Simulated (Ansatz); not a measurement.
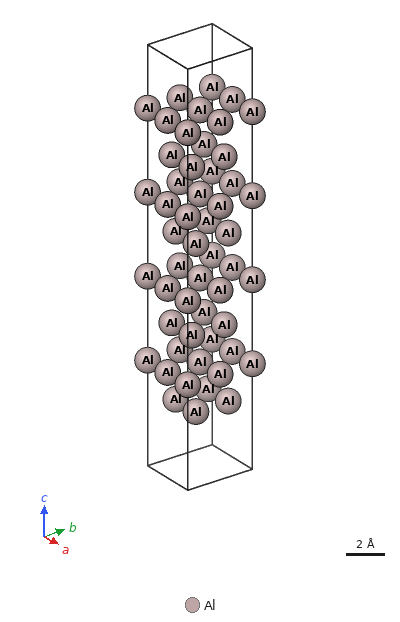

*The input geometry (spheres-only view of the 2 × 2 repeat of the cell, with the vacuum cut short, seen slightly off an axis).*

# Single-point calculation of Al

System: Al (slab, 8 atoms in the cell).
Method: DFT r2SCAN, scalar-relativistic, plane waves, PAW, no spin polarisation (Ansatz 0.2.0).

The structure derives from a Materials Project entry. It belongs to a series of runs on one base structure; here: (0 0 1) slab cut from the bulk. Figures and captions count atoms from 1; the log counts them from 0 in places.

## Input
```yaml
crystal:
  lattice:
    - [2.8221979706, 0.0, 0.0]
    - [-1.4110989853, 2.4440951371, 0.0]
    - [0.0, 0.0, 31.2086038337]
  atoms:
    - { symbol: Al, position: [0.3333333333, 0.6666666667, 0.2403183443] }
    - { symbol: Al, position: [0.0, 0.0, 0.314513103] }
    - { symbol: Al, position: [0.6666666667, 0.3333333333, 0.3887078618] }
    - { symbol: Al, position: [0.0, 0.0, 0.4629026206] }
    - { symbol: Al, position: [0.3333333333, 0.6666666667, 0.5370973794] }
    - { symbol: Al, position: [0.0, 0.0, 0.6112921382] }
    - { symbol: Al, position: [0.6666666667, 0.3333333333, 0.685486897] }
    - { symbol: Al, position: [0.0, 0.0, 0.7596816557] }
basis:
  ecutwfc: 500
kpoints:
  mp_grid: { grid: [12, 12, 1] }
hamiltonian:
  xc: r2scan
scf:
  occupations: { method: gaussian, width: 0.1 }
output:
  forces: true
  stress: true
  eigenvalues: true
efield:
  axis: 3
  dipole_correction: true
  ramp_width: 0.04
```

Hardware: 1 thread of Intel Xeon @ 2.50GHz (Skylake/Cascade Lake), 32 GiB of memory available, shared host.

Launched with:
```bash
ansatz run input.yaml --threads 1 --pin off --max-ram 2560MiB --backend cpu --events-out ev --progress --plain --runs-dir out
```

## Log
```
Engine: ansatz 0.2.0, x86_64-unknown-linux-gnu
Pseudopotentials: kind: paw
Pseudopotential: Al, paw, valence charge 3, recommended cutoff 500 eV (meta_gga), Al.paw.azcp
Functional definition: r2SCAN
  parameter k0 = 0.174
  parameter k1 = 0.065
  parameter a1 = 4.9479
  exchange = r2scan_x(k0 = k0, k1 = k1, a1 = a1)
  correlation = r2scan_c
Crystal: 8 atoms, lattice volume = 215.268 Å³
Basis set: ecut = 500 eV, 5429 PW (Γ), exchange–correlation on 96×96×960 points (64 copies of the dense FFT grid, shifted against one another)
Bands: 20, of which v1, the nominal top of the filled ones, is band 12 counted from 1 (11 counted from 0)
Symmetry: 6 space group operations
Space group: P3m1 (ITA 156), of the structure as read, at distance tolerance 6.0e-5 Å
k-points: 19 of 144 (time reversal used)
Non-local potential: Al, projectors of the file, l = 0: 2, l = 1: 2, l = 2: 1
PAW form: soft (Blöchl's): semilocal exchange-correlation on the pseudo side does not see the compensation charge
PAW frozen core: Al, regenerated for the run's functional (the file was generated under x = pbe(κ = 0.804, μ = 0.2195149727645171), c = pbe(β = 0.06672455060314922))
PAW one-centre angular grid: Al, 302 points (default); XC on 160 Gauss nodes
Initial density: superposition of atomic densities (neutral atoms: chi_scale 0, normalization atom), corrected by the library's trained network
Initial wavefunctions: pseudopotential atomic-orbital guess
Functional: x = r2scan, c = r2scan; τ floored in thin density (d = 2e-4 eV/Å³)
SCF iter   1: F=—  HF=-4322.361111 eV  |F-HF|=—  |Δ(HF+E_count)|=         —  Δρ=3.07e-3  dr2=3.82e-1  dr2_τ=3.57e-2  ethr=1.77e-3  p=0.000 e·Å  D=3.24e-4 V/Å  ΔV_dip=-0.01 eV  dr2_dipole=5.79e-3  V_vac-E_F(+/−)=4.11/4.12 eV  ⟨swp⟩=11.3  Hψ=2950  notcnv=0  defer=1
efield: sawtooth ramp at fractional position 0.9800 (placed from the atoms, in the widest stretch of the axis that holds none; the zero of the levels goes with the place), width 0.0400; the density the first Hamiltonian is built on has a dipole p = 0.000 e·Å; the dipole correction subtracts the counter field D = 3.24e-4 V/Å, which shifts the + side's vacuum level by -0.01 eV against the − side's; the planar-averaged density in the ramp window peaks in size at 1.9e-5 e/Å³
preconditioner: auto → LDOS  [metal: Δε(μ)=0.056 eV  Ē_g=7.457 eV  σ=0.100 eV  W_gap=0.31  n_scr=18 (ndim 8)  ℏωp=12.4 eV  f_vac=0.334  D(μ)=2.72/eV (n_scr^D=14)  β→1.0]
SCF iter   2: F=—  HF=-4322.401641 eV  |F-HF|=—  |Δ(HF+E_count)|=   4.05e-2  Δρ=9.56e-4  dr2=2.46e-2  dr2_τ=6.76e-5  ethr=1.59e-3  p=0.001 e·Å  D=7.19e-4 V/Å  ΔV_dip=-0.02 eV  dr2_dipole=4.37e-3  V_vac-E_F(+/−)=4.16/4.18 eV  ⟨swp⟩=2.1  Hψ=628  notcnv=0  defer=36
SCF iter   3: F=—  HF=-4322.402198 eV  |F-HF|=—  |Δ(HF+E_count)|=   5.57e-4  Δρ=3.31e-4  dr2=2.55e-3  dr2_τ=3.39e-6  ethr=1.02e-4  p=0.001 e·Å  D=9.80e-4 V/Å  ΔV_dip=-0.03 eV  dr2_dipole=3.34e-4  V_vac-E_F(+/−)=4.17/4.20 eV  ⟨swp⟩=1.6  Hψ=412  notcnv=0  defer=37
SCF iter   4: F=—  HF=-4322.402187 eV  |F-HF|=—  |Δ(HF+E_count)|=   1.12e-5  Δρ=8.99e-5  dr2=1.69e-4  dr2_τ=1.74e-7  ethr=1.06e-5  p=0.001 e·Å  D=9.66e-4 V/Å  ΔV_dip=-0.03 eV  dr2_dipole=8.46e-6  V_vac-E_F(+/−)=4.18/4.21 eV  ⟨swp⟩=2.2  Hψ=510  notcnv=0  defer=37
SCF iter   5: F=—  HF=-4322.402186 eV  |F-HF|=—  |Δ(HF+E_count)|=   1.04e-6  Δρ=2.40e-5  dr2=1.72e-5  dr2_τ=2.68e-8  ethr=7.03e-7  p=0.001 e·Å  D=9.12e-4 V/Å  ΔV_dip=-0.03 eV  dr2_dipole=1.07e-6  V_vac-E_F(+/−)=4.18/4.21 eV  ⟨swp⟩=1.7  Hψ=456  notcnv=0  defer=37
SCF iter   6: F=—  HF=-4322.402190 eV  |F-HF|=—  |Δ(HF+E_count)|=   4.15e-6  Δρ=6.26e-6  dr2=7.16e-7  dr2_τ=8.60e-10  ethr=7.19e-8  p=0.001 e·Å  D=9.12e-4 V/Å  ΔV_dip=-0.03 eV  dr2_dipole=4.97e-7  V_vac-E_F(+/−)=4.18/4.21 eV  ⟨swp⟩=1.6  Hψ=422  notcnv=0  defer=37
SCF iter   7: F=-4322.402190 eV  HF=-4322.402190 eV  |F-HF|=3.18e-8  |Δ(HF+E_count)|=   1.42e-7  Δρ=2.14e-6  dr2=5.23e-8  dr2_τ=1.28e-10  ethr=4.17e-10  p=0.001 e·Å  D=9.11e-4 V/Å  ΔV_dip=-0.03 eV  dr2_dipole=7.38e-9  V_vac-E_F(+/−)=4.18/4.21 eV  ⟨swp⟩=18.4  Hψ=2456  notcnv=0
SCF 1 converged in 7 iterations: F = -4322.402190 eV  dr2 = 5.23e-8
  greatest PAW one-centre occupation: 0.455 electrons in one spin orbital (limit 2), on the Al atom at site 7 (counted from 0), in its partial waves of l = 0
```

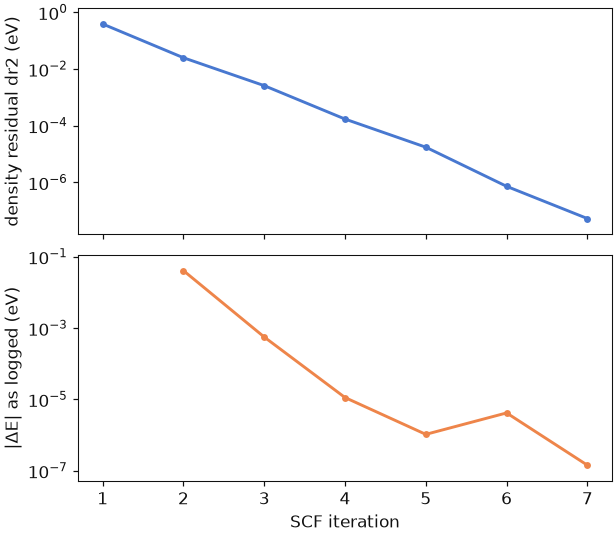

*Convergence of the self-consistent field: density residual dr2 and size of the energy change against the SCF iteration.*

The residual falls at every step.

```
SCF converged after 7 iterations
Free energy (F): -4322.402190 eV
Harris-Foulkes:  -4322.402190 eV  (|F-HF|=3.18e-8)
Internal energy: -4322.388871 eV  (E = F + TS)
E sigma→0 (E₀):  -4322.395531 eV
Entropy (-TS):   -0.013318 eV (-1.665 meV/atom)
Fermi energy:    3.233808 eV
Dipole field:    D = 0.001022 V/Å  (p = 0.001216 e·Å, saw-weighted, corrected)
Work function:   Φ+ = 4.1794 eV   Φ− = 4.2113 eV
Levels:          The Fermi level and band energies are counted from a zero that moves with the ramp; work functions are not
--- Per-component energies (eV) ---
  E_band       = -32.819972
  E_kinetic    = 183.783135
  E_local      = -6434.161039  (includes V_loc(G=0)·N_el)
  E_nonlocal   = 77.587939
  E_hartree    = 3202.623960
  E_xc         = -292.796525
  E_vxc        = -247.878752  (∫ρ·V_xc dr)
  E_paw        = -3784.770710  (= ΣΔE_a)
  E_vpaw       = -27.188459  (= ΣTr[D̂ρ^β])
  E_aug_tail   = -0.000006  (compensation charges beyond the density's cutoff)
  E_vtau       = 9.787709  (kinetic-family band-sum trace: ∫τ·v_τ [+ j·A + Jᵃ·Aᵃ] dr)
  E_efield     = 0.000001  (sawtooth field / dipole correction)
  E_vefield    = 0.000001  (∫n·V_field dr)
  E_ewald      = 2725.825238
  E_core_change = -0.480864  (= ΣΔE_core)
  E_smearing   = -0.013318  (= −TS)
  E_closure    = -0.000000  (closes the sum)
  Σ components = -4322.402190   (vs F -4322.402190, Δ=0.00e0)
--- Forces (eV/Å), atoms counted from 1 ---
  atom   1  Al     0.00000000    -0.00000000    -0.06422081
  atom   2  Al     0.00000000     0.00000000     0.02759676
  atom   3  Al     0.00000000     0.00000000     0.02412349
  atom   4  Al     0.00000000     0.00000000     0.06299814
  atom   5  Al    -0.00000000    -0.00000000    -0.07493938
  atom   6  Al    -0.00000000    -0.00000000    -0.01661115
  atom   7  Al     0.00000000     0.00000000    -0.09682729
  atom   8  Al     0.00000000    -0.00000000     0.13787455
  max |Σ_I F_I| component: 5.69e-6 eV/Å
--- Stress (GPa, compression-positive) ---
       -1.103431       0.000000      -0.000000
        0.000000      -1.103431      -0.000000
       -0.000000      -0.000000       0.458964
  P = ⅓ Tr σ = -0.5826 GPa (-5.826 kbar)
--- Band table (eV; the first three rows and the last of 19) ---
  k-point 0: bands = ["-8.6538", "-8.3609", "-7.8425", "-7.1310", "-6.2225", "-5.1382", "-3.8589", "-2.3519", "-1.1055", "0.7305", "2.5206", "4.3247", "5.9799", "7.1708", "7.4715", "8.7766", "8.7933", "10.8641", "10.8907", "13.3349"]
  k-point 1: bands = ["-8.4714", "-8.1788", "-7.6610", "-6.9503", "-6.0427", "-4.9595", "-3.6814", "-2.1748", "-0.9332", "0.9014", "2.6883", "4.4886", "6.1416", "7.3358", "7.6412", "8.9302", "8.9544", "10.9945", "11.0067", "12.2714"]
  k-point 2: bands = ["-7.9256", "-7.6340", "-7.1178", "-6.4094", "-5.5047", "-4.4250", "-3.1509", "-1.6469", "-0.4172", "1.4094", "3.1829", "4.9630", "6.5950", "7.7838", "8.1261", "8.8443", "9.0277", "9.4413", "9.4928", "9.6963"]
  k-point 18: bands = ["-0.2212", "-0.1745", "-0.1723", "0.0178", "0.0366", "0.1541", "0.4070", "0.5459", "0.6079", "1.0393", "1.0829", "1.2350", "2.2143", "2.3446", "2.8395", "2.8446", "3.4296", "3.6596", "4.7948", "4.7999"]
```

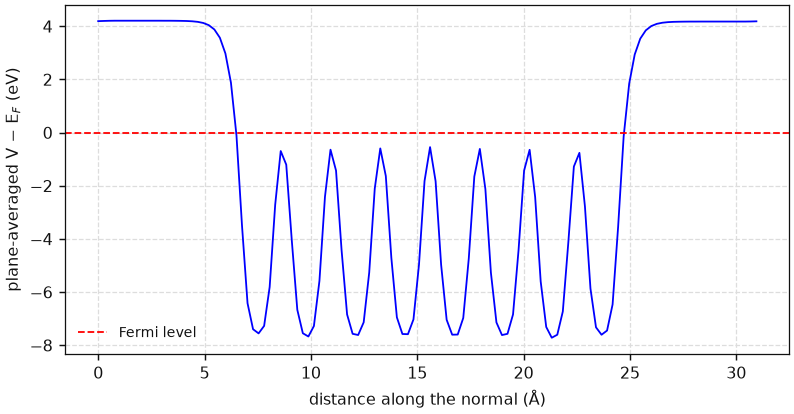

*Plane average of the electrostatic potential energy of an electron across the cell, from the Fermi level.*

The vacuum level lies 4.18 eV above the Fermi level on the upper side and 4.21 eV on the lower.

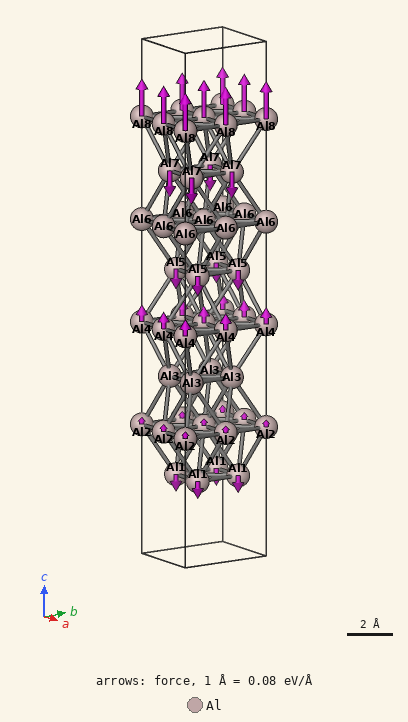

*Forces on the atoms as pink arrows (ball-and-stick view of the 2 × 2 repeat of the cell, with the vacuum cut short, seen slightly off an axis; atoms are numbered from 1 in the order of the input).*

The largest act on Al8 (0.14 eV/Å); Al7 (0.10 eV/Å); Al5 (0.07 eV/Å); Al1, Al4 (0.06 eV/Å). The geometry is not a stationary point of this energy.

## Summary

```json
{"quantity": "outcome", "value": "converged"}
{"quantity": "electrons treated", "value": "24"}
{"quantity": "free energy", "value": "−4322.4022 eV"}
{"quantity": "work function, top face", "value": "4.18 eV"}
{"quantity": "work function, bottom face", "value": "4.21 eV"}
{"quantity": "Fermi energy", "value": "3.234 eV"}
{"quantity": "gap on the k-point mesh", "value": "none (metallic)"}
{"quantity": "work function (upper face)", "value": "4.18 eV"}
{"quantity": "largest force (length of the vector)", "value": "0.138 eV/Å"}
{"quantity": "wall time", "value": "24 s"}
{"quantity": "peak memory", "value": "0.97 GiB"}
```
